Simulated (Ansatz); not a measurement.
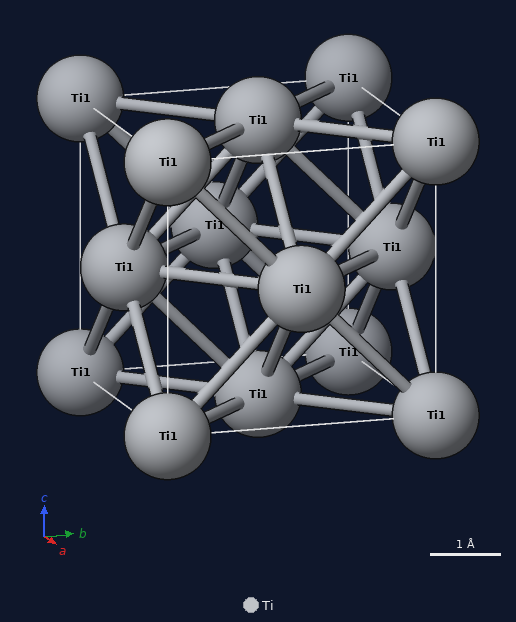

Fig. 1: The input geometry of the first run (ball-and-stick view of the cell 4 times as large as that of the calculation, set on its symmetry axes, seen slightly off an axis; atoms are numbered from 1 in the order of the input). An atom can appear more than once, as a periodic image.

# What a change does: geometry relaxation on Ti

System: Ti (1 atom in the cell).
Method of the first run: Kohn-Sham DFT of a periodic cell, PBE with D3(BJ), Ansatz PAW, no spin polarisation (Ansatz 0.2.0).

The structure derives from an entry of the Crystallography Open Database. Text and figures count atoms from 1; the logs count them from 0 in places.

**Input file, the first run**
```yaml
crystal:
  lattice:
    - [0.0, 2.03, 2.03]
    - [2.03, 0.0, 2.03]
    - [2.03, 2.03, 0.0]
  atoms:
    - { symbol: Ti, position: [0.0, 0.0, 0.0] }
hamiltonian:
  xc: pbe
  pseudopotentials: { kind: paw }
  dispersion: d3bj
kpoints:
  mp_grid: { grid: [11, 11, 11] }
scf:
  occupations: { method: fermi_dirac, width: 0.05 }
output:
  forces: true
  stress: true
  eigenvalues: true
relax:
  f_tol: 0.01
  max_steps: 40
  cell: { stress_tol: 0.05 }
```

Launched with:
```bash
ansatz run input.yaml --threads 2 --pin off --max-ram 5632MiB --backend cpu --events-out ev --progress --plain --runs-dir out
```

Hardware: 2 threads of Arm Neoverse V1, 24 GiB of memory available, shared host.

**Output, shortened to warnings, some set-up lines, iterations and results (the first run)**
```
Basis set: ecut = 420 eV, 331 PW (Γ), exchange–correlation on 40×40×40 points (8 copies of the dense FFT grid, shifted against one another)
Symmetry: 48 space group operations
k-points: 56 of 1331
Initial density: superposition of atomic densities (neutral atoms: chi_scale 0, normalization atom), corrected by the library's trained network
[...]
SCF iter   1: F=—  HF=-2500.235670 eV  |F-HF|=—  |Δ(HF+E_count)|=         —  Δρ=2.29e-3  dr2=1.77e-4  ethr=1.77e-3  ⟨swp⟩=4.3  Hψ=2919  notcnv=0
SCF iter   2: F=—  HF=-2500.235732 eV  |F-HF|=—  |Δ(HF+E_count)|=   6.25e-5  Δρ=1.17e-3  dr2=5.09e-5  ethr=1.48e-6  ⟨swp⟩=2.3  Hψ=1251  notcnv=0
SCF iter   3: F=—  HF=-2500.235852 eV  |F-HF|=—  |Δ(HF+E_count)|=   1.20e-4  Δρ=4.90e-4  dr2=3.46e-5  ethr=4.24e-7  ⟨swp⟩=2.1  Hψ=849  notcnv=0
SCF iter   4: F=—  HF=-2500.235841 eV  |F-HF|=—  |Δ(HF+E_count)|=   1.06e-5  Δρ=5.09e-5  dr2=3.55e-7  ethr=2.88e-7  ⟨swp⟩=2.9  Hψ=917  notcnv=0
SCF iter   5: F=-2500.235841 eV  HF=-2500.235841 eV  |F-HF|=2.08e-9  |Δ(HF+E_count)|=   8.46e-8  Δρ=6.04e-6  dr2=1.09e-9  ethr=2.96e-9  ⟨swp⟩=2.9  Hψ=921  notcnv=0
[... 17 lines ...]
SCF iter   3: F=—  HF=-2500.237851 eV  |F-HF|=—  |Δ(HF+E_count)|=   6.95e-9  Δρ=3.55e-6  dr2=1.99e-9  ethr=2.84e-11  ⟨swp⟩=2.0  Hψ=675  notcnv=0
SCF iter   4: F=—  HF=-2500.237851 eV  |F-HF|=—  |Δ(HF+E_count)|=  7.14e-10  Δρ=3.70e-7  dr2=1.23e-11  ethr=1.66e-11  ⟨swp⟩=2.8  Hψ=907  notcnv=0
SCF iter   5: F=-2500.237851 eV  HF=-2500.237851 eV  |F-HF|=0.00e0  |Δ(HF+E_count)|=  2.73e-12  Δρ=7.54e-8  dr2=7.60e-13  ethr=1.00e-12  ⟨swp⟩=4.6  Hψ=1845  notcnv=0
SCF 4 converged in 5 iterations: F = -2500.237851 eV  dr2 = 7.60e-13
relax step   4: F+E_penalty+E_count = -2500.23785065 eV  Δ(F+E_penalty+E_count) = +3.062e-5 eV  max|allowed force component| = 0.000e0 eV/Å  Δτ_max = 0.0000 Å  P = -0.033 GPa …
basis re-selected at this cell: Δ(F+E_penalty+E_count) = +3.062e-5 eV, ΔP = +0.003 GPa vs the last step (what re-selecting the basis moved, of the pressure what is left beyond the Pulay correction that the steps carried, after the strain that the cell walked since its last selection, with what the …
SCF converged after 5 iterations
Free energy (F): -2500.237851 eV
Harris-Foulkes:  -2500.237851 eV  (|F-HF|=0.00e0)
Internal energy: -2500.227360 eV  (E = F + TS)
E sigma→0 (E₀):  -2500.232605 eV
Entropy (-TS):   -0.010491 eV (-10.491 meV/atom)
Fermi energy:    14.165479 eV
--- Per-component energies (eV) ---
  E_band       = -145.555027
  E_kinetic    = 274.096147
  E_local      = -782.475383  (includes V_loc(G=0)·N_el)
  E_nonlocal   = 8.330134
  E_hartree    = 324.239751
  E_xc         = -97.936972
  E_vxc        = -122.578108  (∫ρ·V_xc dr)
  E_paw        = -1047.901533  (= ΣΔE_a)
  E_vpaw       = -171.407463  (= ΣTr[D̂ρ^β])
  E_aug_tail   = 0.000113  (compensation charges beyond the density's cutoff)
  E_ewald      = -1177.941790
  E_disp       = -0.637827  (pairwise vdW)
  E_smearing   = -0.010491  (= −TS)
  E_closure    = 0.000000  (closes the sum)
  Σ components = -2500.237851   (vs F -2500.237851, Δ=0.00e0)
--- Forces (eV/Å), atoms counted from 1 ---
  atom   1  Ti    -0.00000000    -0.00000000     0.00000000
  max |Σ_I F_I| component: 3.49e-32 eV/Å
--- Stress (GPa, compression-positive) ---
       -0.033364       0.000000      -0.000000
        0.000000      -0.033364       0.000000
       -0.000000       0.000000      -0.033364
  P = ⅓ Tr σ = -0.0334 GPa (-0.334 kbar)
--- Relaxed structure (3 steps of the walk, 3 accepted, 1 SCFs on fresh bases) ---
  F+E_penalty+E_count = -2500.23785065 eV   max|allowed force component| = 0.000e0 eV/Å   (the final SCF, on the basis selected at the relaxed cell)
  cell:  # Å, volume = 16.4286 Å³
    - [1.0668435193875143e-34, 2.0177007073109774, 2.0177007073109774]
    - [2.0177007073109774, 9.553822561679226e-36, 2.0177007073109774]
    - [2.0177007073109774, 2.0177007073109774, -2.388455640419808e-35]
  atoms:
    - { symbol: Ti, position: [0.0, 0.0, 0.0] }
```

For the second run the input was changed thus:
```diff
-  xc: pbe
+  xc: rpbe
```

Predict how the results change.

The total energies belong to different methods, so their difference says nothing on which is more stable or more accurate. The volume per atom goes from 16.43 to 12.87 Å³. The functional changes from PBE to RPBE. The SCF takes 36 iterations over all geometry steps against 19.

**Output, shortened to warnings, some set-up lines, iterations and results (the second run)**
```
Basis set: ecut = 420 eV, 331 PW (Γ), exchange–correlation on 40×40×40 points (8 copies of the dense FFT grid, shifted against one another)
Symmetry: 48 space group operations
k-points: 56 of 1331
Initial density: superposition of atomic densities (neutral atoms: chi_scale 0, normalization atom), corrected by the library's trained network
[...]
SCF iter   1: F=—  HF=-2507.658200 eV  |F-HF|=—  |Δ(HF+E_count)|=         —  Δρ=2.69e-3  dr2=3.24e-4  ethr=1.77e-3  ⟨swp⟩=4.3  Hψ=2921  notcnv=0
SCF iter   2: F=—  HF=-2507.658526 eV  |F-HF|=—  |Δ(HF+E_count)|=   3.26e-4  Δρ=1.36e-3  dr2=9.44e-5  ethr=2.70e-6  ⟨swp⟩=2.3  Hψ=1316  notcnv=0
SCF iter   3: F=—  HF=-2507.658749 eV  |F-HF|=—  |Δ(HF+E_count)|=   2.23e-4  Δρ=6.30e-4  dr2=5.21e-5  ethr=7.87e-7  ⟨swp⟩=2.1  Hψ=841  notcnv=0
SCF iter   4: F=—  HF=-2507.658737 eV  |F-HF|=—  |Δ(HF+E_count)|=   1.26e-5  Δρ=5.20e-5  dr2=3.69e-7  ethr=4.34e-7  ⟨swp⟩=2.9  Hψ=920  notcnv=0
SCF iter   5: F=-2507.658737 eV  HF=-2507.658737 eV  |F-HF|=1.30e-8  |Δ(HF+E_count)|=   5.87e-8  Δρ=1.15e-5  dr2=1.98e-8  ethr=3.08e-9  ⟨swp⟩=2.6  Hψ=854  notcnv=0
[... 42 lines ...]
SCF iter   2: F=—  HF=-2508.110532 eV  |F-HF|=—  |Δ(HF+E_count)|=   2.65e-6  Δρ=3.73e-6  dr2=4.71e-10  ethr=1.81e-11  ⟨swp⟩=2.9  Hψ=915  notcnv=0
SCF iter   3: F=—  HF=-2508.110532 eV  |F-HF|=—  |Δ(HF+E_count)|=   4.63e-9  Δρ=4.85e-7  dr2=2.72e-11  ethr=3.92e-12  ⟨swp⟩=2.0  Hψ=901  notcnv=0
SCF iter   4: F=-2508.110532 eV  HF=-2508.110532 eV  |F-HF|=9.55e-12  |Δ(HF+E_count)|=  3.18e-12  Δρ=3.19e-7  dr2=9.51e-12  ethr=1.00e-12  ⟨swp⟩=4.8  Hψ=1861  notcnv=0
SCF 8 converged in 4 iterations: F = -2508.110532 eV  dr2 = 9.51e-12
relax step   8: F+E_penalty+E_count = -2508.11053246 eV  Δ(F+E_penalty+E_count) = -5.642e-6 eV  max|allowed force component| = 0.000e0 eV/Å  Δτ_max = 0.0000 Å  P = -0.001 GPa …
basis re-selected at this cell: Δ(F+E_penalty+E_count) = -5.642e-6 eV, ΔP = +0.000 GPa vs the last step (what re-selecting the basis moved, of the pressure what is left beyond the Pulay correction that the steps carried, after the strain that the cell walked since its last selection, with what the …
SCF converged after 4 iterations
Free energy (F): -2508.110532 eV
Harris-Foulkes:  -2508.110532 eV  (|F-HF|=9.55e-12)
Internal energy: -2508.101785 eV  (E = F + TS)
E sigma→0 (E₀):  -2508.106159 eV
Entropy (-TS):   -0.008748 eV (-8.748 meV/atom)
Fermi energy:    18.753542 eV
--- Per-component energies (eV) ---
  E_band       = -88.613212
  E_kinetic    = 282.243677
  E_local      = -644.002378  (includes V_loc(G=0)·N_el)
  E_nonlocal   = 8.544021
  E_hartree    = 281.910984
  E_xc         = -100.377020
  E_vxc        = -125.694373  (∫ρ·V_xc dr)
  E_paw        = -1053.667867  (= ΣΔE_a)
  E_vpaw       = -173.526150  (= ΣTr[D̂ρ^β])
  E_aug_tail   = 0.000129  (compensation charges beyond the density's cutoff)
  E_ewald      = -1277.861638
  E_disp       = -4.839423  (pairwise vdW)
  E_core_change = -0.052270  (= ΣΔE_core)
  E_smearing   = -0.008748  (= −TS)
  E_closure    = 0.000000  (closes the sum)
  Σ components = -2508.110532   (vs F -2508.110532, Δ=0.00e0)
--- Forces (eV/Å), atoms counted from 1 ---
  atom   1  Ti    -0.00000000     0.00000000     0.00000000
  max |Σ_I F_I| component: 3.70e-32 eV/Å
--- Stress (GPa, compression-positive) ---
       -0.000862      -0.000000      -0.000000
       -0.000000      -0.000862      -0.000000
       -0.000000      -0.000000      -0.000862
  P = ⅓ Tr σ = -0.0009 GPa (-0.009 kbar)
--- Relaxed structure (6 steps of the walk, 6 accepted, 2 SCFs on fresh bases) ---
  F+E_penalty+E_count = -2508.11053246 eV   max|allowed force component| = 0.000e0 eV/Å   (the final SCF, on the basis selected at the relaxed cell)
  cell:  # Å, volume = 12.8683 Å³
    - [-1.902804410837701e-34, 1.859930616745665, 1.859930616745665]
    - [1.859930616745665, -7.873940677280714e-34, 1.859930616745665]
    - [1.859930616745665, 1.859930616745665, -7.786365387768575e-34]
  atoms:
    - { symbol: Ti, position: [0.0, 0.0, 0.0] }
```

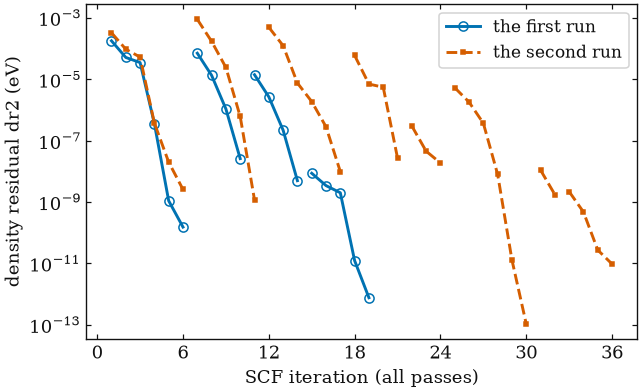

Fig. 2: Convergence of the two runs: density residual dr2 against the SCF iteration. A break in a curve parts two SCF passes. The first run takes 19 iterations in all, and the second run takes 36.

**The two runs side by side**

```tsv
quantity	the first run	the second run
outcome	converged	converged
free energy per atom (eV)	−2500.2379	−2508.1105
energy per atom, smearing taken to zero (eV)	−2500.2326	−2508.1062
gap on the mesh (eV)	0.00	0.00
pressure (GPa)	−0.03	0.00
volume per atom (Å³)	16.43	12.87
largest force (eV/Å)	0.000	0.000
SCF iterations	19	36
irreducible k-points	56	56
wall time (shared host)	2 s	3.7 s
```

For the second run: Points of doubt noted for this run: forces on files of another functional.
